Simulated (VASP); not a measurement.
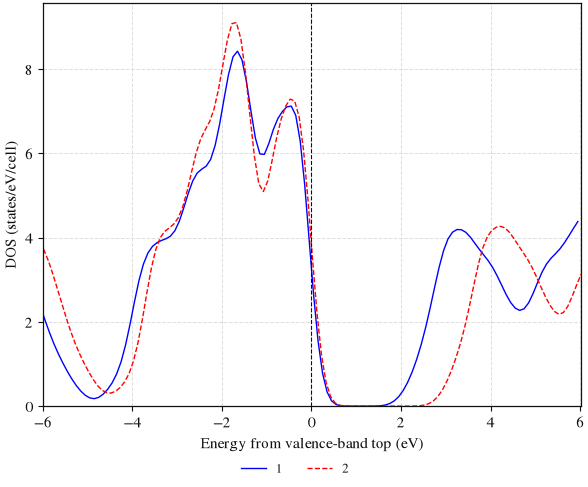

Total densities of states of PbO, space group Pbcm (No. 57), 8 atoms in the cell (a = 5.91 Å, b = 5.53 Å, c = 4.71 Å, α = 90.00°, β = 90.00°, γ = 90.00°), by two methods on the same cell. The DOS curves are built from the levels of the k mesh with Gaussians 0.55 eV wide, which also blur the band edges; ripples of that width can come from the mesh. Each is counted from its own valence-band top.

Which curve is which? The methods: TB-mBJ, PBEsol.

1 is PBEsol; 2 is TB-mBJ. PBEsol gives a gap of 2.03 eV and TB-mBJ gives a gap of 2.90 eV.

Settings. PBEsol: VASP PAW PBE potentials, release 64 (Pb_d, O), no spin polarisation, no spin-orbit coupling, 6×6×6 k mesh, 520 eV cutoff, Gaussian smearing of 0.02 eV (VASP). TB-mBJ: VASP PAW PBE potentials, release 64 (Pb_d, O), no spin polarisation, no spin-orbit coupling, 6×6×6 k mesh, 520 eV cutoff, Gaussian smearing of 0.02 eV (VASP 6.6.1).

Gaps are the smallest over all k points computed. The PAW data sets were made with another functional. Spin-orbit coupling is left out, which matters for Pb. The usual form of PbO is litharge (tetragonal). The cell was derived from a database entry in an earlier step, so it needn't be the measured one. TB-mBJ: this is a model potential built to give gaps, with no total energy.
